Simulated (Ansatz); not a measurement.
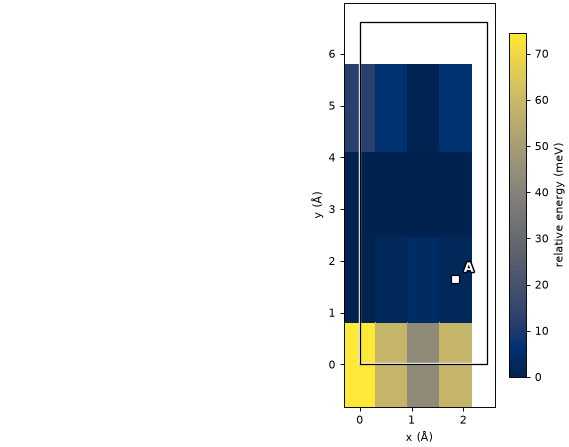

CO on a C(101) slab cut from the C2/m phase, its upper half relaxed before the scan (20 atoms of substrate and one adsorbate in a 2 × 1 cell). CO (O end down) is moved over the surface cell at a fixed height above a rigid substrate; the origin of the map has the adsorbate above C19; the height is held at 2.70 Å. Places are given modulo a cell vector. The map is drawn in real space over the plane of the surface. The grid has 4 × 4 points; 12 points were computed and 4 follow by symmetry. Places are given in fractions of the 1 × 1 surface cell. Energies: meV, counted from the lowest grid point. At a fixed height the lowest place need not be the adsorption site. Computed with Ansatz, DFT PBE+D3(BJ), scalar-relativistic, plane waves, PAW. Settings: cutoff 420 eV, k-mesh 6×4×1, gaussian smearing 0.05 eV, no spin polarisation.

Drawn: one coloured cell a grid point, the outline of one cell of the plane, the point A.

Which way does the force act at A, and how strong is it?

Answer. A, at (3/4, 1/4) of the cell vectors, is not a stationary point. The computed force is 0.033 eV/Å in the plane, pointing up in the picture (components 0.004 and 0.032 eV/Å).

PAW datasets: the set soft_1.
